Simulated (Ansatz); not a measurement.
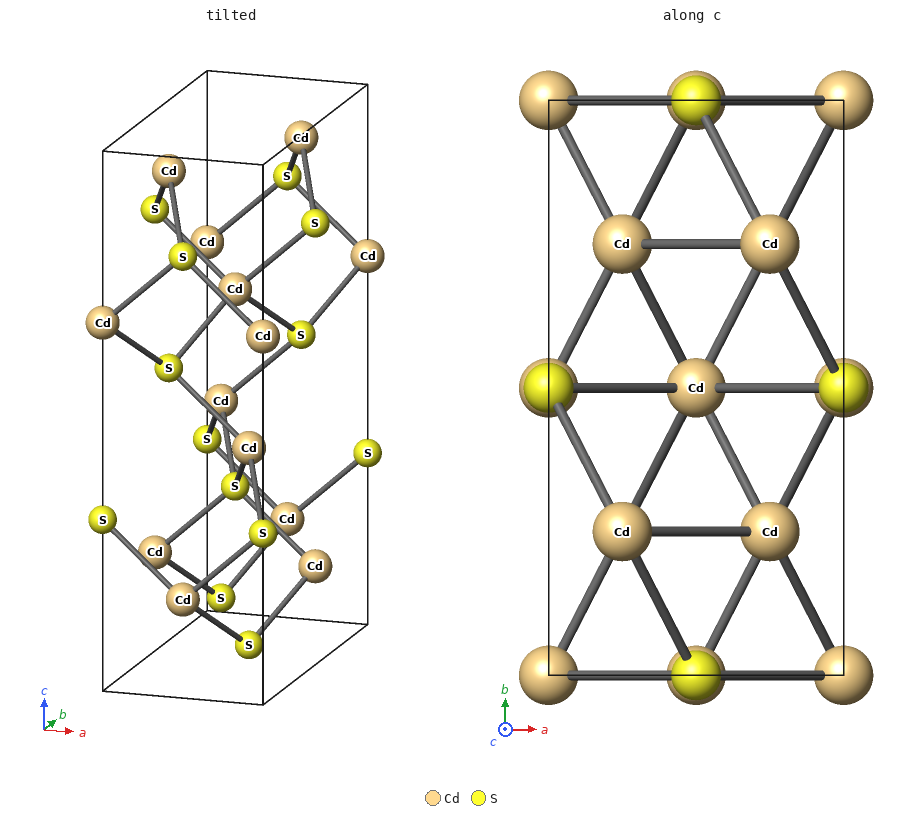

Ball-and-stick drawing of the structure, looking slightly off an axis and along the c axis. Lines trace the edges of the conventional unit cell. Cell: a = 3.88 Å, b = 7.56 Å, c = 12.82 Å, α = 90.00°, β = 90.00°, γ = 90.00°.

The structure comes from a structure type filled with these elements by a generator (whether the compound takes this form wasn't checked). Earlier steps of the study may have refined or changed the cell and positions. Ansatz was used for an electronic-structure calculation on it.

Explain the picture.

Answer. The solid is CdS. Its lattice is face-centred orthorhombic, its space group Fdd2 (No. 43). It has 16 atoms to the cell (8 Cd, 8 S). Cd is coordinated by four S at about 2.6 Å. S is surrounded by four Cd at about 2.6 Å. The bonds build a three-dimensional framework.

Calculation details: DFT PBE, scalar-relativistic, plane waves, PAW (Ansatz); an energy cutoff of 420 eV, k-points about 0.24 Å⁻¹ apart, Gaussian smearing of 0.02 eV, no spin polarisation.

Classify it as metallic or gapped, with the value.

Answer. A semiconductor at this level, with a gap of 0.75 eV, direct.

How charged are the atoms, by the Bader scheme?

Answer. Cd +0.87 e; S -0.87 e.

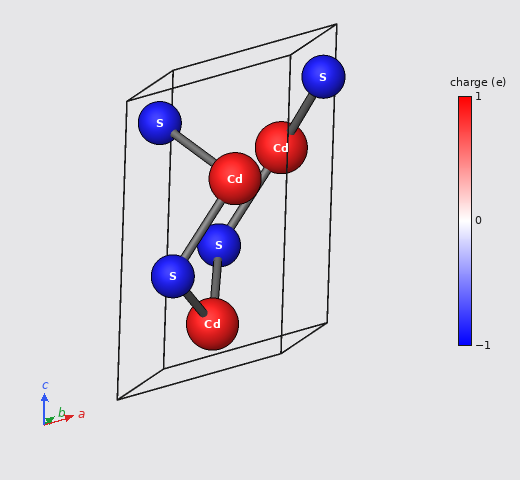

The atoms coloured by those charges. The run's cell of 4 atoms is drawn in a reduced setting, so axes and origin can differ from the first picture.

Is this an equilibrium geometry for the method given?

Answer. Yes. All forces vanish to within 0.01 eV/Å. The pressure is 0.0 GPa, close to zero.
